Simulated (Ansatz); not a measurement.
```cif
data_structure
_symmetry_space_group_name_H-M 'P 1'
_symmetry_Int_Tables_number 1
_cell_length_a 2.7261
_cell_length_b 2.7261
_cell_length_c 3.7630
_cell_angle_alpha 90.000
_cell_angle_beta 90.000
_cell_angle_gamma 90.000
_cell_volume 27.96
loop_
_atom_site_label
_atom_site_type_symbol
_atom_site_fract_x
_atom_site_fract_y
_atom_site_fract_z
_atom_site_occupancy
Fe1 Fe 0.50000 0.50000 0.50000 1
Pt1 Pt 0.00000 0.00000 0.00000 1
```

Space group P4/mmm; started from the FePt prototype.

Level of theory: Ansatz, DFT PBE, spin-orbit coupling, plane waves, PAW.

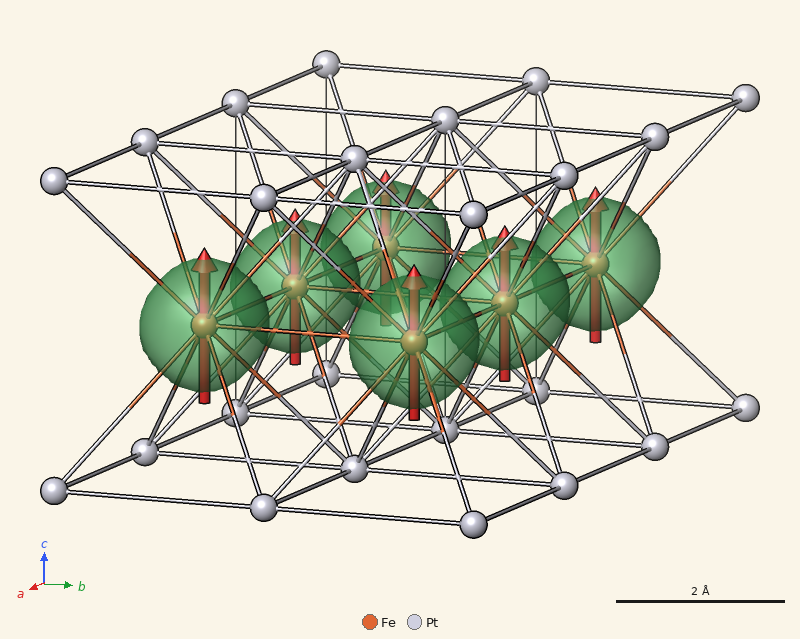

FePt. Isosurface of the size of the magnetisation density at 0.3 e/Å³ (green), with the spin moments of the magnetic sites as arrows; seen slightly off an axis.

In a PAW calculation such maps are meaningful between the atoms, not at the nuclei.

How are the spin moments arranged, and how large are they?

Spin moments: Fe 2.8 μB. There is one magnetic site in the cell, along [0 0 1] of the cell.
